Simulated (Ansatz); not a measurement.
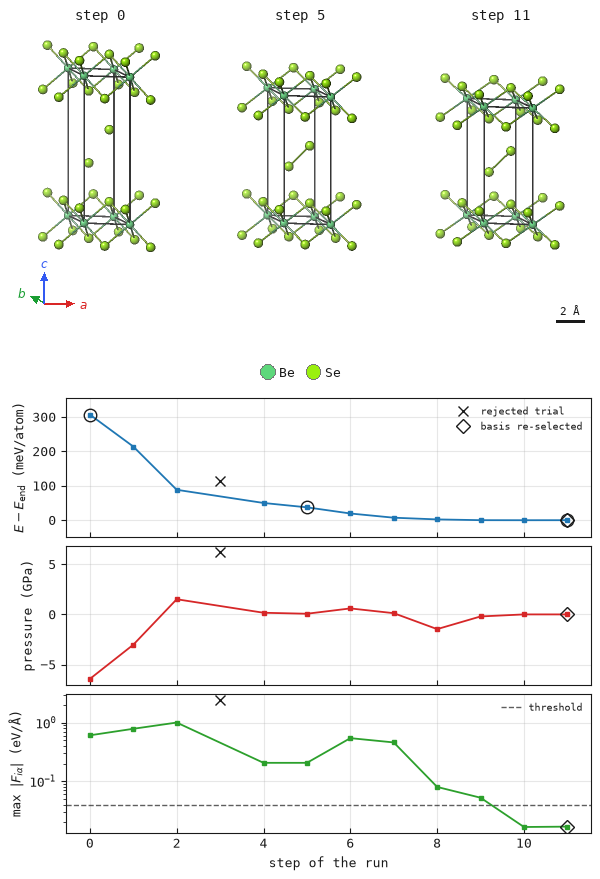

Frames of a relaxation of crystalline BeSe4 (a generated structure, set up in P-3m1) (coarse preliminary run), marked on the history of the run. Style: ball-and-stick. Shown: the cell of the calculation, slightly off an axis.

Method: Ansatz, DFT PBE, scalar-relativistic, plane waves, PAW. (plane-wave cutoff 420 eV; k-point mesh 6 × 6 × 2; occupations gaussian; smearing width 0.1 eV; no spin polarisation; cell and atoms relaxed; force threshold 0.04 eV/Å; at most 70 steps)

Describe the path.

Answer. After 9 accepted moves (11 points after the start) the energy has fallen by 307 meV per atom. Largest force component: 0.61 eV/Å at the start, 0.017 eV/Å at the end. Pressure: −6.43 GPa at the start and 0.01 GPa at the end. The line search rejected the trial step at point 3 of the run. The SCF was repeated once at an unchanged geometry on a basis and grid sized afresh for the cell, which shifted the energy by 0.1 meV per atom at most. The largest moves relative to the cell, 0.17 Å, are those of Se atoms. Be stays in place. Cell: a = b 3.382 → 3.596 Å (+6.3 %), c 10.874 → 8.600 Å (−20.9 %). Volume −10.6 %. Near-neighbour distances that change, for instance: Se–Se 3.315 → 2.739 Å, Be–Se 2.437 → 2.426 Å. New bonds form, among them: Se–Se (3.32 → 2.74 Å). Bond angles that change, for instance: Be–Se–Be 87.9° → 95.7°, Se–Be–Se 87.9° → 95.7°, Se–Be–Se 92.1° → 84.3°. The space group stays P-3m1 (No. 164). The run took 78 s on 1 thread of Arm Neoverse N1, with other jobs on the host, peak memory 0.38 GiB. From step 0 to 5: Se atoms move most (0.28 Å), volume −10.0 %, energy −269 meV per atom. From step 5 to 11: Se atoms move most (0.09 Å), volume −0.7 %, energy −37.4 meV per atom.

```csv
step,"E − E(0), meV/atom","largest force component, eV/Å","pressure, GPa","volume, Å³/atom",note
0,0.00,0.6072,-6.43,21.538,
1,-92.79,0.7852,-3.02,20.073,
2,-218.35,1.0026,1.52,18.946,
3,-191.93,2.4051,6.21,18.869,rejected
4,-256.64,0.2059,0.17,19.472,
5,-269.34,0.2059,0.07,19.390,
6,-287.23,0.5435,0.60,19.163,
7,-299.47,0.4590,0.13,19.275,
8,-304.42,0.0798,-1.46,19.726,
9,-306.62,0.0522,-0.20,19.318,
10,-306.77,0.0165,0.01,19.262,
11,-306.70,0.0168,0.01,19.262,"same geometry, new basis"
```

Limits of the set-up: layers or molecules are held without a dispersion correction, so their spacing is unreliable.
